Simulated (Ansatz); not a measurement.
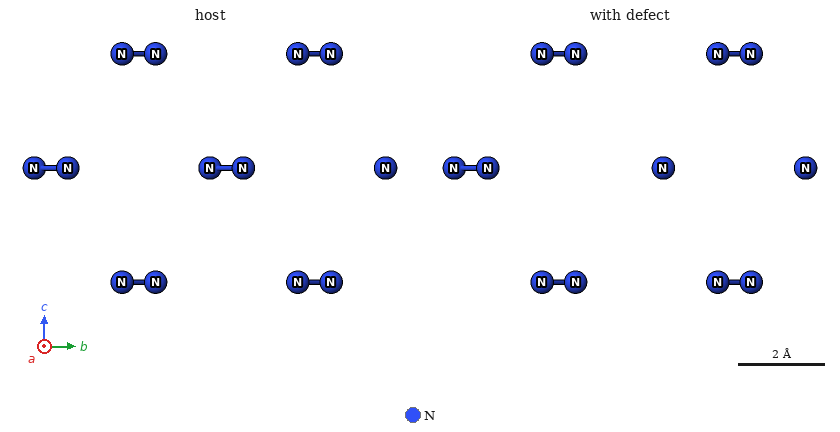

Left: perfect N. Right: the same region with one point defect, after relaxing the atoms in a supercell of 32 sites. Style: ball-and-stick. Shown: the atoms within 4.6 Å of one point, in a slice 5.0 Å thick across the line of sight, along the a axis.

Theory: Ansatz, DFT PBE+D3(BJ), scalar-relativistic, plane waves, PAW. Settings: plane-wave cutoff 420 eV; k-point mesh 2 × 2 × 2; occupations gaussian; smearing width 0.01 eV; mesh shifted by (0.5, 0.5, 0.5); collinear spin. The cell is small and the k-mesh coarse, so the numbers are rough. The axes drawn are those of the host's conventional cell.

**What kind of defect was made?**

A nitrogen atom is taken out (a vacancy).

The charge state of the cell is 0.

**How does the lattice respond?**

Around the empty N site the host had 1 N at 1.10 Å; after relaxation the nearest atoms are 1 N at 1.10 Å. Of the host's atoms, a nitrogen atom moves furthest from its site, by 0.00 Å. The cell's net moment is 3.00 μB. At a tolerance of 0.02 Å the relaxed supercell has space group Imm2.
